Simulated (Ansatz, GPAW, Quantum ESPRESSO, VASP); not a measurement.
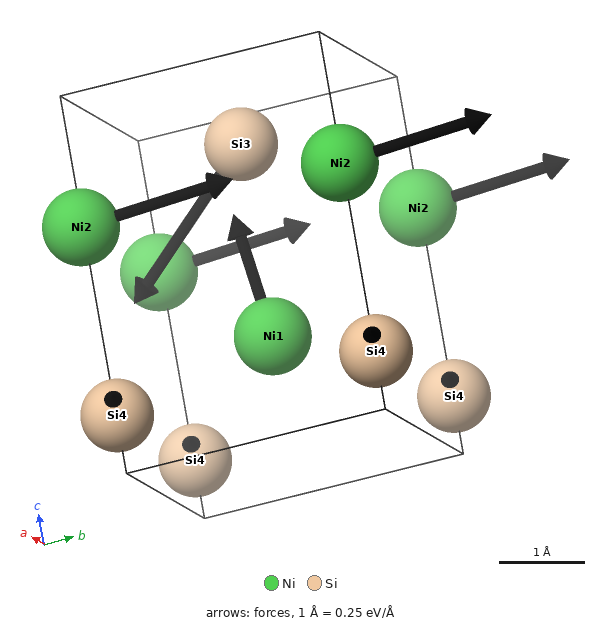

SiNi (4 atoms) with its atoms moved off their places at random, by some hundredths of an ångström. The arrows are the forces from Ansatz LAPW (all-electron). The parent cell is a structure listed in the Materials Project. It needn't be the stable form of this composition.

```
Ni Si
1.0
     2.94277    0.00000    0.00000
     0.00000    3.28033    0.00000
     0.00000    0.00000    4.67745
Ni Si
2 2
Direct
  0.49231 0.49907 0.33863
  0.99697 0.99110 0.65411
  0.50116 0.50926 0.84485
  0.99226 0.00146 0.15428
```

The same cell was run in four programs or potential sets. Alike in all runs: functional PBE; k mesh 9 × 8 × 6 on the run's cell of 4 atoms; occupations fermi-dirac, width 0.05 eV; collinear spin, ferromagnetic start; no spin-orbit coupling. The table gives the size of the force on each atom, with the net force on the cell removed.

| program | force on Ni1 (eV/Å) | force on Ni2 (eV/Å) | force on Si3 (eV/Å) | force on Si4 (eV/Å) |
| --- | --- | --- | --- | --- |
| Ansatz LAPW (all-electron) | 0.274 | 0.381 | 0.487 | 0.051 |
| Quantum ESPRESSO (SSSP 1.3 efficiency) | ? | ? | ? | ? |
| GPAW (PAW data 1.2.1) | 0.299 | 0.401 | 0.515 | 0.055 |
| VASP (PBE potentials, release 64 Ni, Si) | 0.283 | 0.383 | 0.488 | 0.049 |

### Estimate the row of Quantum ESPRESSO (SSSP 1.3 efficiency).

0.292 eV/Å on Ni1, 0.385 eV/Å on Ni2, 0.483 eV/Å on Si3 and 0.050 eV/Å on Si4. The medians of the other rows are 0.283, 0.383, 0.488, 0.051 eV/Å.

### How well do the programs agree?

The force on Si3, the largest, spans 0.483 to 0.515 eV/Å. Against the median force vectors, the rows deviate by 0.009 eV/Å rms as a rule, and GPAW (PAW data 1.2.1) most, by 0.018 eV/Å. With one functional throughout, the spread comes from potentials, basis sets and numerical settings. Deviations count direction as well as size.
